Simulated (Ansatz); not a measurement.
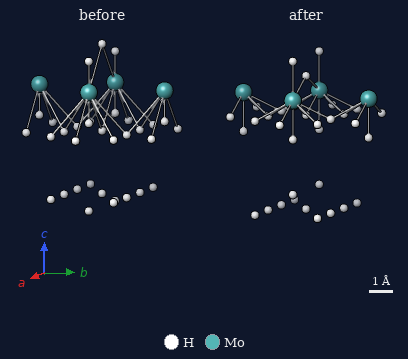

The structure of a crystal of MoH8 (a generated structure, set up in P6/mmm) (coarse preliminary run) before (left) and after (right) a relaxation, at one scale.

A ball-and-stick model of the atoms within 4.2 Å of the atom that moves most (axes of the cell of the calculation), seen slightly off an axis.

These are results of DFT PBE, scalar-relativistic, plane waves, PAW (Ansatz 0.2.0), not measurements. (plane-wave cutoff 420 eV; k-point mesh 6 × 6 × 4; occupations gaussian; smearing width 0.1 eV; no spin polarisation; cell and atoms relaxed; force threshold 0.04 eV/Å; at most 70 steps)

### Describe what moved and what it gained.

The largest moves relative to the cell, 0.86 Å, are those of H atoms. Mo stays in place. Cell: a = b 3.422 → 3.418 Å (−0.1 %), c 6.716 → 5.983 Å (−10.9 %). Volume −11.1 %. Among the contacts that change: H–Mo 2.595 → 1.923 Å, H–Mo 1.392 → 1.758 Å. The space group stays P6/mmm (No. 191). After 12 accepted moves (13 points after the start) the energy has fallen by 1156 meV per atom. The largest force component goes from 9 to 0.027 eV/Å. The pressure goes from −2.98 to 0.06 GPa. At 1 point the geometry stayed and the basis and grid were re-selected for the new cell (energy shift of 0.7 meV per atom at most each time).
